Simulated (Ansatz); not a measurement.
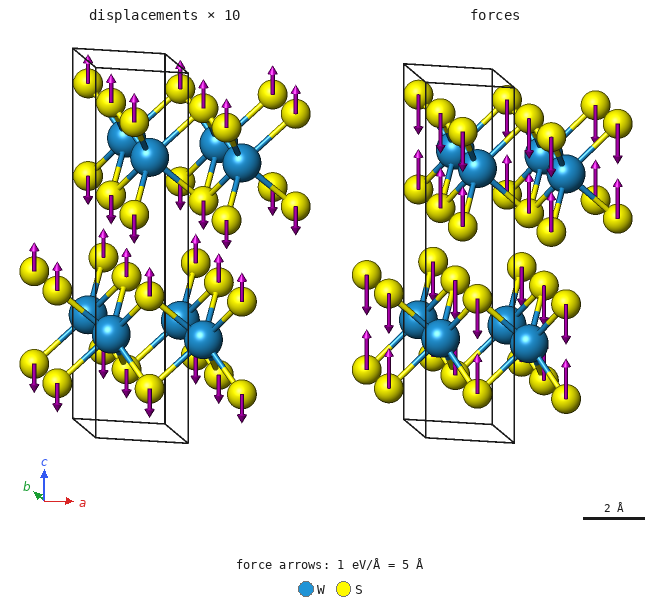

Left: a crystal of WS2 (built on the 2H (MoS2) bulk type), with purple arrows for the displacements applied to it (without the part that the change of the cell carries along). Right: the displaced structure with the computed forces. Besides, all lengths are scaled by −4.0 % (volume −11.5 %). Style: ball-and-stick. Shown: the cell of the calculation, repeated 2 × 2 × 1 with one cell outlined, slightly off an axis.

These are results of Ansatz 0.2.0, DFT, HSE06, plane waves, PAW, not measurements. (plane-wave cutoff 420 eV; k-point mesh 6 × 6 × 2; occupations fixed; no spin polarisation)

Describe the distortion and the response.

Answer. The S atoms are displaced by 0.10 Å relative to the cell. No relaxation follows. Some distances before and after: S–W 2.407 → 2.376 Å. The space group stays P6_3/mmc (No. 194). Energy change: +75.5 meV per atom. The pressure goes from −1.2 to 11.1 GPa. The principal stresses (compression positive) are 4.1 GPa along c and 14.6 GPa across it. The largest forces, 0.27 eV/Å, act on 4 S atoms of the calculation's cell. The forces point straight back along the displacements (cosine −1.00). The band gap goes from 1.57 to 1.30 eV.

Limits of the set-up: layers or molecules are held without a dispersion correction, so their spacing is unreliable.
